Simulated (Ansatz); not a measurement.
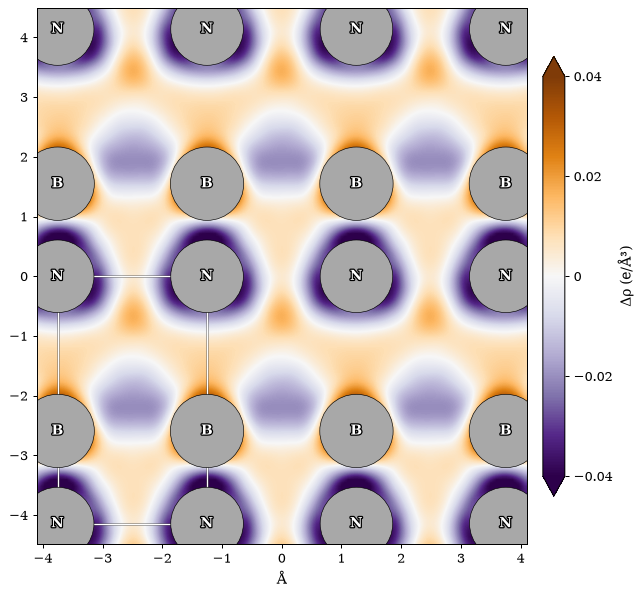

BN. Difference of the valence pseudo-densities of two functionals at the same geometry, on the (010) plane of the calculation cell: LDA less r2SCAN.

Both computed with Ansatz (plane waves, PAW), on the same k-point mesh. Grey discs cover the atomic cores.

> Where does the change of functional move the electrons?

Against r2SCAN, LDA gives less density around N (−0.023 e/Å³ on average at 0.8 Å from the nucleus) and a change of −0.034 e/Å³ at the midpoint of B–N.
